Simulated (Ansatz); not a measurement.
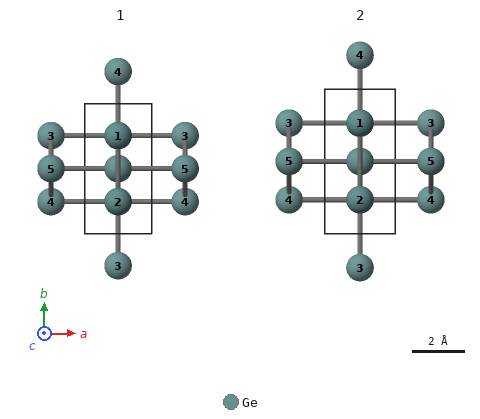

Two geometries of a crystal of Ge (a generated structure, set up in Pmmm) (coarse preliminary run), drawn at one scale. One is the start of a relaxation, the other its converged end. Style: ball-and-stick. Shown: the cell of the calculation, along the c axis.

Method: Ansatz, DFT PBE, scalar-relativistic, plane waves, PAW. Settings: plane-wave cutoff 420 eV; k-point mesh 6 × 4 × 4; occupations gaussian; smearing width 0.1 eV; no spin polarisation; cell and atoms relaxed; force threshold 0.04 eV/Å; at most 70 steps.

Question: Which of the two is the end point?

Answer: Structure 2 is the relaxed one. The largest moves relative to the cell, 0.064 Å, are those of Ge1, Ge2, Ge3 and Ge4. Ge3 goes roughly along +b. The volume changes by +20.7 %, with a 2.590 → 2.737 Å (+5.7 %), b 5.023 → 5.577 Å (+11.0 %), c 6.892 → 7.090 Å (+2.9 %). Near-neighbour distances that change, for instance: Ge1–Ge2 2.550 → 2.958 Å, Ge1–Ge5 2.524 → 2.677 Å, Ge1–Ge1 2.590 → 2.737 Å, Ge1–Ge2 (another image) 2.473 → 2.619 Å. Among the angles between lasting bonds that change: Ge1–Ge5–Ge3 119.3° → 112.9°, Ge1–Ge5–Ge2 60.7° → 67.1°, Ge2–Ge1–Ge5 59.7° → 56.5°. The space group stays Pmmm (No. 47). The energy falls by 180 meV per atom in 9 accepted moves (13 points after the start). Largest force component: 0.3 eV/Å at the start, 0.0048 eV/Å at the end. Pressure: 17.23 GPa at the start and 0.01 GPa at the end. The line search rejected the trial steps at points 7, 9 of the run. At 2 points the geometry stayed and the basis and grid were re-selected for the new cell (energy shift of 3.2 meV per atom at most each time). Cost: 2.1 min on 1 thread of Arm Neoverse V1, on a shared host, peak memory 0.42 GiB.

Limits of the set-up: the k-point mesh is coarse for a cell with partly filled bands.
